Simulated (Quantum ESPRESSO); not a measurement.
System: MoS₂, space group P-3m1 (No. 164).

Input of the run:
```
&CONTROL
  calculation = 'scf'
  prefix = 'pwscf'
  outdir = './tmp'
  pseudo_dir = './pseudo'
  tprnfor = .true.
  tstress = .true.
  disk_io = 'nowf'
/
&SYSTEM
  ibrav = 0
  nat = 3
  ntyp = 2
  ecutwfc = 80
  nbnd = 20
  occupations = 'smearing'
  smearing = 'fd'
  degauss = 0.00367493
/
&ELECTRONS
  conv_thr = 6d-10
  electron_maxstep = 120
  mixing_beta = 0.5
/
ATOMIC_SPECIES
Mo    95.9500 Mo.upf
S     32.0600 S.upf
CELL_PARAMETERS angstrom
   3.2274645616    0.0000000000    0.0000000000
  -1.6137322808    2.7950663001    0.0000000000
   0.0000000000    0.0000000000    6.3124734200
ATOMIC_POSITIONS crystal
Mo     0.0000000000    0.0000000000    0.5000000000
S      0.6666666667    0.3333333333    0.7446806800
S      0.3333333333    0.6666666667    0.2553193200
K_POINTS automatic
9 9 4 0 0 0
```

Run as:
```bash
OMP_NUM_THREADS=1 pw.x -in pw.in > pw.out
```

How it was computed, with Quantum ESPRESSO 7.5: plane-wave DFT, no spin polarisation; energies at scaled volumes of the given cell, shape and fractions fixed, counted from the fit's minimum, third-order Birch-Murnaghan fit. Level: PBEsol.

k mesh 9×9×4; occupations Fermi–Dirac; smearing width 0.05 eV; potentials PseudoDojo 0.4.1 SR PBEsol standard; wave cutoff 1088 eV; density cutoff 4354 eV.

Describe the result: the energy and pressure against volume. The volume takes the values 17.84, 18.22, 18.60, 18.98, 19.36, 19.74, 20.12 Å³/atom.

A third-order Birch–Murnaghan fit gives V0 = 18.51 Å³/atom, B0 = 142 GPa and B′ = 4.4. The energy is 11.37 meV/atom at volume 17.84 Å³/atom and 53.29 meV/atom at 20.12 Å³/atom; the lowest computed point is at volume 18.60 Å³/atom (0.20 meV/atom), and no other minimum shows. The pressure falls from 5.63 GPa at volume 17.84 Å³/atom to −9.84 GPa at 20.12 Å³/atom, and changes sign near 18.51 Å³/atom.

| volume (Å³/atom) | energy (meV/atom) | pressure (GPa) |
| --- | --- | --- |
| 17.84 | 11.37 | 5.63 |
| 18.22 | 2.03 | 2.28 |
| 18.60 | 0.20 | −0.71 |
| 18.98 | 5.08 | −3.39 |
| 19.36 | 15.97 | −5.78 |
| 19.74 | 32.23 | −7.93 |
| 20.12 | 53.29 | −9.84 |

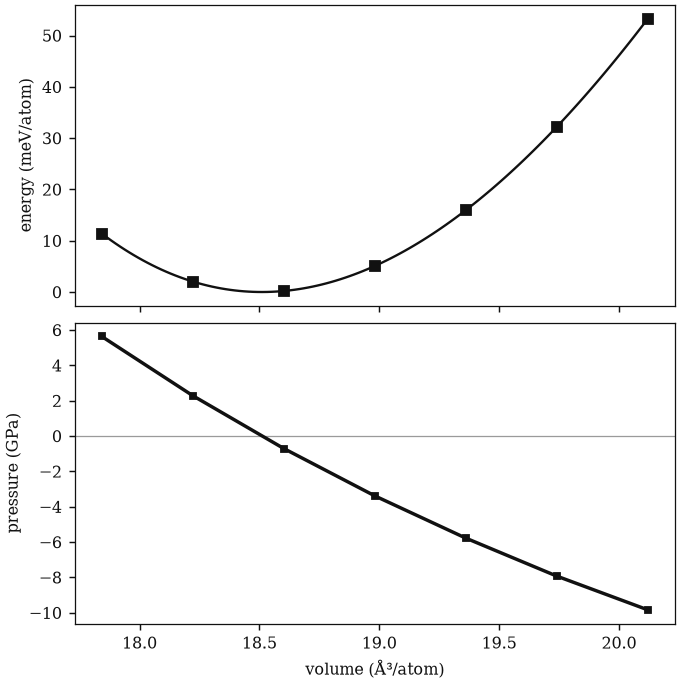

Keep in mind: shape and atomic fractions are frozen while scaling, which makes layered, chain and framework solids too stiff.
